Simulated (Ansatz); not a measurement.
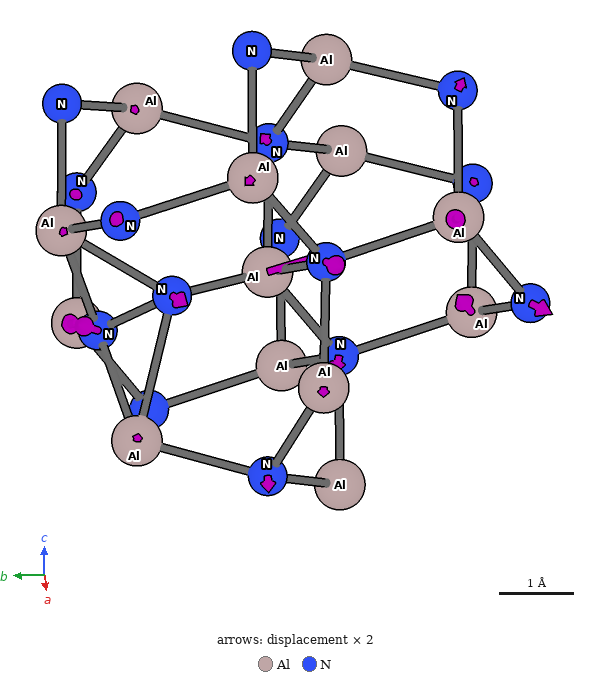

A relaxation of a defect cell of composition Al48N49 (cell charge −3). The starting structure is drawn; purple arrows show the displacements, magnified 2 times.

Style: ball-and-stick. Shown: the atoms within 4.2 Å of the atom that moves most (axes of the cell of the calculation (origin shifted)), from a free direction.

The calculation used DFT, PBEsol, PAW, plane waves (Ansatz). Set-up: plane-wave cutoff 420 eV; k-point mesh 1 × 1 × 1; mesh shifted by (0.25, 0.25, 0.25); no spin polarisation; atoms relaxed in a fixed cell; force threshold 0.03 eV/Å; at most 80 steps.

Q: What did the optimiser do to the structure, and how much energy did it gain?

A: The energy falls by 12.141 eV per cell of the calculation in 15 geometry steps. The largest force component goes from 44 to 0.014 eV/Å. The largest move is that of an Al atom, 0.47 Å roughly along [−1 −3 1]. Largest moves by element: Al 0.47 Å, N 0.40 Å. The cell stays as it was. Near-neighbour distances that change, for instance: Al–N 1.237 → 1.766 Å, Al–N 1.516 → 1.852 Å, Al–N 2.206 → 1.871 Å, Al–N 2.052 → 1.888 Å. Bond angles that change, for instance: Al–N–Al 112.2° → 84.1°, Al–N–Al 110.6° → 83.8°, N–Al–N 126.4° → 105.5°.

Limits of the set-up: the cell is charged, on a uniform background, and energies carry no finite-size correction.
